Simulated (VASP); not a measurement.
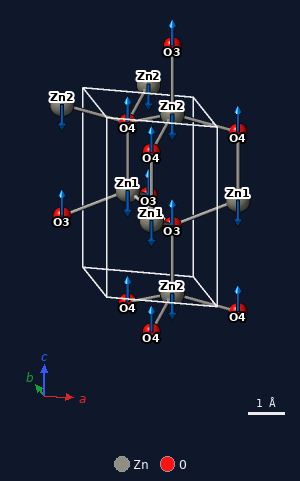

A relaxation of crystalline ZnO (set up in P6_3mc). The starting structure is drawn; blue arrows show the displacements (the part carried along by the change of the cell is left out), 3 times their true length.

A ball-and-stick model of the cell of the calculation, seen slightly off an axis.

The run lets cell and atoms move.

Method: Kohn-Sham DFT of a periodic cell, PBE, VASP PAW PBE potentials, recommended (VASP 6.6.1).

The input:
```
PREC     = Accurate       # precision mode
ENCUT    = 520            # plane-wave cutoff, eV
EDIFF    = 1E-7           # SCF threshold, eV
ISMEAR   = 0              # smearing method
SIGMA    = 0.02           # smearing width, eV
LREAL    = F              # projectors in reciprocal space
LASPH    = T              # aspherical terms in the spheres
NELM     = 60             # most SCF steps
ALGO     = Fast           # electronic algorithm
ISIF     = 3              # what is computed and relaxed
LWAVE    = F              # write WAVECAR
LCHARG   = F              # write CHGCAR
GGA      = PE             # functional
IBRION   = 2              # ionic algorithm
NSW      = 80             # ionic steps
EDIFFG   = -0.002         # ionic threshold
```

Command:
```bash
cat potpaw_PBE.64/Zn/POTCAR potpaw_PBE.64/O/POTCAR > POTCAR
mpirun -np 1 vasp_std > vasp.out
```

Describe the change and its energy.

After 34 geometry steps the energy has fallen by 65.1 meV per atom. The largest force component goes from 0.24 to 0.0014 eV/Å. Pressure: 4.31 GPa at the start and −0.02 GPa at the end. The largest moves relative to the cell, 0.27 Å, are those of Zn1, Zn2, O3 and O4. O4 goes along +c. Largest moves by element: O 0.27 Å, Zn 0.27 Å. Cell: a = b 3.249 → 3.440 Å (+5.9 %), c 5.206 → 4.438 Å (−14.8 %). Volume −4.5 %. Among the contacts that change: Zn1–O4 3.233 → 2.217 Å, Zn1–O4 (another image) 1.973 → 2.220 Å, Zn1–O3 1.979 → 1.986 Å. New bonds form: Zn1–O4 (3.23 → 2.22 Å), Zn2–O3 (3.23 → 2.22 Å). Among the angles between lasting bonds that change: Zn1–O3–Zn2 108.6° → 90.0°, O3–Zn1–O4 108.6° → 90.0°, Zn1–O3–Zn1 110.4° → 120.0°. The space group (tolerance 0.01 Å) goes from P6_3mc (No. 186) to P6_3/mmc (No. 194).
